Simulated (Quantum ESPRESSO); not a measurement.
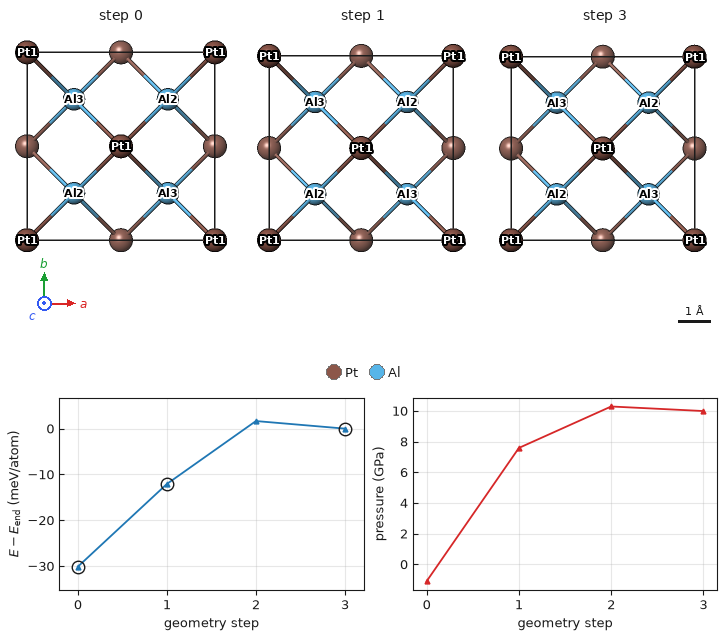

Frames of a relaxation of crystalline Al₂Pt (set up in Fm-3m), marked on the history of the run. The picture is a ball-and-stick view of the conventional cell (4 times the calculation's cell), seen along the c axis. Lengths and directions refer to the drawn axes.

The run lets cell and atoms move.

Computed with Kohn-Sham DFT of a periodic cell, PBEsol, GBRV 1.5 PBEsol in Quantum ESPRESSO.

Input file:
```
&CONTROL
  calculation = 'vc-relax'
  prefix = 'pwscf'
  outdir = './tmp'
  pseudo_dir = './pseudo'
  tprnfor = .true.
  tstress = .true.
  disk_io = 'low'
  nstep = 40
  forc_conv_thr = 0.0004
  etot_conv_thr = 1d-05
/
&SYSTEM
  ibrav = 0
  nat = 3
  ntyp = 2
  ecutwfc = 52
  ecutrho = 414
  nbnd = 18
  occupations = 'smearing'
  smearing = 'fd'
  degauss = 0.00367493
/
&ELECTRONS
  conv_thr = 6d-10
  electron_maxstep = 120
  mixing_beta = 0.5
/
&IONS
  ion_dynamics = 'bfgs'
/
&CELL
  cell_dynamics = 'bfgs'
  press = 100
  press_conv_thr = 0.3
/
ATOMIC_SPECIES
Pt   195.0840 pt_pbesol_v1.4.uspp.F.UPF
Al    26.9815 al_pbesol_v1.uspp.F.UPF
CELL_PARAMETERS angstrom
   0.0000000000    2.9550000000    2.9550000000
   2.9550000000    0.0000000000    2.9550000000
   2.9550000000    2.9550000000    0.0000000000
ATOMIC_POSITIONS angstrom
Pt     0.0000000000    0.0000000000    0.0000000000
Al     4.4325000000    4.4325000000    4.4325000000
Al     1.4775000000    1.4775000000    1.4775000000
K_POINTS automatic
8 8 8 0 0 0
```

Command:
```bash
OMP_NUM_THREADS=1 mpirun -n 2 pw.x -nk 2 -in pw.in > pw.out
```

Question: What happens along the run?

Answer: The atoms keep their places relative to the cell (all moves are under 0.005 Å). The volume changes by −6.8 %, with a = b = c 5.910 → 5.772 Å (−2.3 %). Near-neighbour distances that change, for instance: Pt1–Al2 2.559 → 2.499 Å. The space group stays Fm-3m (No. 225). The energy rises by 30.1 meV per atom in 3 geometry steps. With the target pressure of 10 GPa, the enthalpy E + pV changes by −43.3 meV per atom. All forces vanish by symmetry, so only the cell relaxes. Pressure: −1.10 GPa at the start and 9.99 GPa at the end. From step 0 to 1: volume −5.6 %, energy +18.0 meV per atom. From step 1 to 3: volume −1.4 %, energy +12.1 meV per atom.
